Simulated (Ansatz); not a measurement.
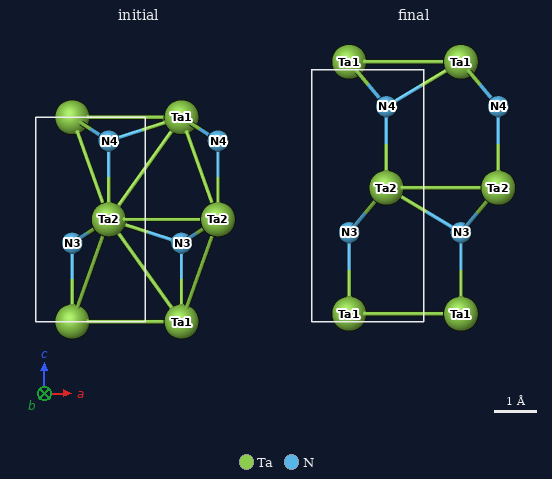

The structure of solid TaN (set up in P6_3mc) (coarse preliminary run) before (left) and after (right) a relaxation, at one scale.

Style: ball-and-stick. Shown: the cell of the calculation, repeated 2 × 1 × 1 with one cell outlined, along the b axis.

These are results of DFT PBE+D3(BJ), scalar-relativistic, plane waves, PAW (Ansatz 0.2.0), not measurements.

The input:
```yaml
crystal:
  lattice:
    - [3.0500010905, 0.0, 0.0]
    - [-1.5250005453, 2.641378426, 0.0]
    - [0.0, 0.0, 4.94]
  atoms:
    - { symbol: Ta, position: [0.3333333333, 0.6666666667, 0.0] }
    - { symbol: Ta, position: [0.6666666667, 0.3333333333, 0.5] }
    - { symbol: "N", position: [0.3333333333, 0.6666666667, 0.385] }
    - { symbol: "N", position: [0.6666666667, 0.3333333333, 0.885] }
basis:
  ecutwfc: 420
kpoints:
  mp_grid: { grid: [6, 6, 4] }
hamiltonian:
  xc: pbe
  dispersion: d3bj
scf:
  occupations: { method: gaussian, width: 0.1 }
output:
  forces: true
  stress: true
  eigenvalues: true
relax:
  adjacent_minimum: "off"
  f_tol: 0.05
  max_steps: 80
  cell: { stress_tol: 0.5 }
```

Launched with:
```bash
ansatz run input.yaml --threads 4 --pin off --max-ram 10240MiB --backend cpu --events-out ev --progress --plain --runs-dir out
```

Q: What changed between the two?

A: The largest moves relative to the cell, 0.19 Å, are those of Ta1, Ta2, N3 and N4. Ta1 goes along +c. By element the largest moves are Ta 0.19 Å, N 0.19 Å. The volume changes by +29.2 %, with a = b 3.050 → 3.122 Å (+2.4 %), c 4.940 → 6.092 Å (+23.3 %). Among the contacts that change: Ta1–Ta2 3.033 → 3.539 Å, Ta1–N4 1.850 → 2.101 Å, Ta1–Ta1 3.050 → 3.122 Å, Ta1–N3 1.902 → 1.967 Å. Among the angles between lasting bonds that change: Ta2–N3–Ta2 111.0° → 96.0°, Ta1–N3–Ta2 107.9° → 120.9°. The space group stays P6_3mc (No. 186). After 10 accepted moves (12 points after the start) the energy has fallen by 1281 meV per atom. Largest force component: 2.2 eV/Å at the start, 0.00029 eV/Å at the end. The pressure goes from 129.26 to 0.10 GPa. The SCF was repeated twice at an unchanged geometry on a basis and grid sized afresh for the cell, which shifted the energy by 45.5 meV per atom at most. Cost: 9.3 s on 4 threads of Arm Neoverse V1, with other jobs on the host, peak memory 0.37 GiB.
